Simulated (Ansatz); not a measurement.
The calculation's input:

```
crystal:
  lattice:
    - [3.9883, 0.0, 0.0]
    - [0.0, 3.9883, 0.0]
    - [0.0, 0.0, 3.9883]
  atoms:
    - { symbol: K, position: [0.4247799814, 0.5, 0.4623899907] }
    - { symbol: Ta, position: [0.0, 0.0, 0.0] }
    - { symbol: O, position: [0.5, 0.0, 0.0] }
    - { symbol: O, position: [0.0, 0.5, 0.0] }
    - { symbol: O, position: [0.0, 0.0, 0.5] }
basis:
  ecutwfc: 500
kpoints:
  mp_grid: { grid: [6, 6, 6] }
hamiltonian:
  xc: r2scan
scf:
  occupations: { method: gaussian, width: 0.05 }
output:
  forces: true
  stress: true
  eigenvalues: true
  write_density: true
  write_potential: true
  elf: true
  volumetric_format: npy
```

Command:

```sh
ansatz run input.yaml --threads 1 --pin off --max-ram 2560MiB --backend cpu --events-out ev --progress --plain --runs-dir out
```

Below, planes, directions and counts refer to the conventional cell (a = 3.99 Å, b = 3.99 Å, c = 3.99 Å, α = 90.00°, β = 90.00°, γ = 90.00°).

Space group Pm; changed on purpose from its base cell (atom 1 (K) moved by (-0.300, -0.150) A along x and z); not relaxed (largest force 1.7 eV/Å); computed pressure about 2 GPa in this cell.

Method: DFT r2SCAN, scalar-relativistic, plane waves, PAW in Ansatz 0.2.0.

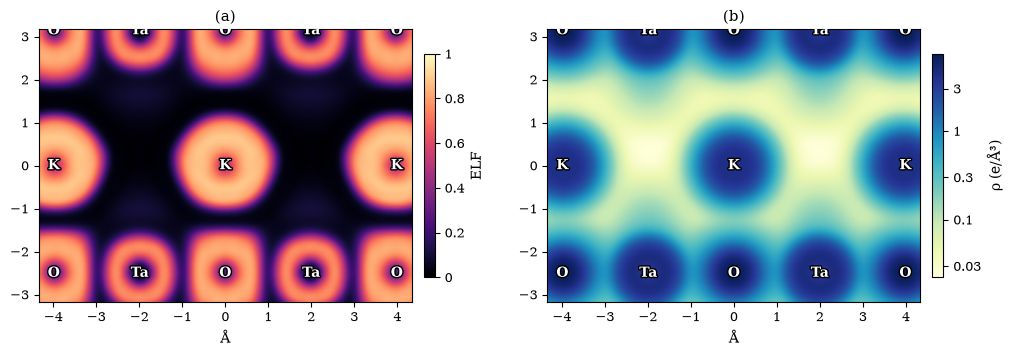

KTaO$_{3}$. (a) electron localisation function; (b) valence pseudo-density on the (101̄) plane of the conventional cell.

Core electrons are frozen (PAW), and the valence fields are smoothed inside the atomic spheres.

Read the bonding off the picture.

The section cuts through K, Ta and O sites. Ta–O (1.99 Å): ρ is about 0.86 e/Å³ halfway; the ELF peaks at about 0.80 in the valence shell of O, 0.6 Å from its nucleus, and drops to about 0.20 between the two atoms (no localised pair shows between them). K–O (2.50 Å): ρ at the midpoint is about 0.2 e/Å³; the ELF is about 0.05 at the midpoint: an ionic contact with no shared pair. Between the atoms the lowest density in this plane is 0.02 e/Å³. The features right at K and Ta lie inside the PAW spheres, where the map follows smoothed inner orbitals and isn't to be read closely.
